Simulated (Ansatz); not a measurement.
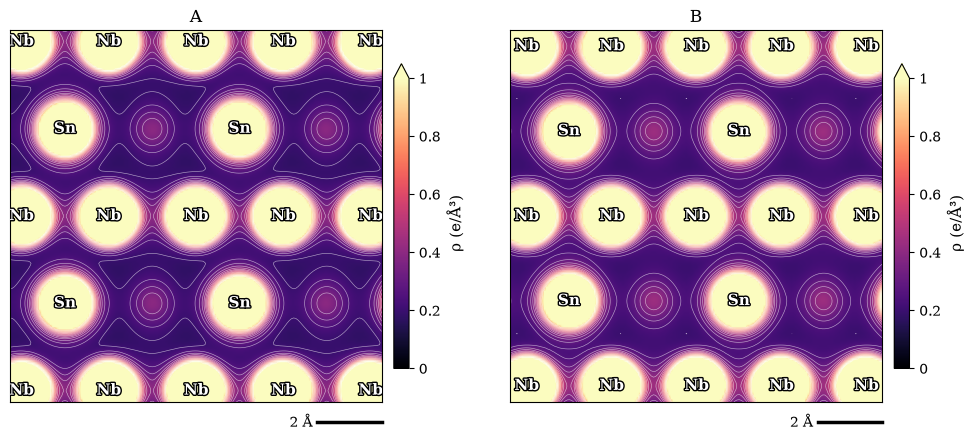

Nb₃Sn. The valence pseudo-density of two cells that differ in size, on the (001) plane of each (indices in the axes of the calculation cell), at one length scale and on one colour scale; one has 18.4 and the other 20.0 Å³ an atom.

Space group Pm-3n.

Theory: DFT PBEsol, scalar-relativistic, plane waves, PAW (Ansatz 0.2.0).

In a PAW calculation such maps are meaningful between the atoms, not at the nuclei.

**Which panel shows the smaller cell, and what does the compression change?**

Panel B is the smaller cell, by 8 % in volume. From the larger cell to the smaller, Nb–Sn goes from 3.03 to 2.95 Å, and the density at its midpoint from 0.22 to 0.25 e/Å³; Nb–Nb goes from 2.71 to 2.64 Å, and the density at its midpoint from 0.4 to 0.44 e/Å³; the pressure goes from −14 to −2.3 GPa.
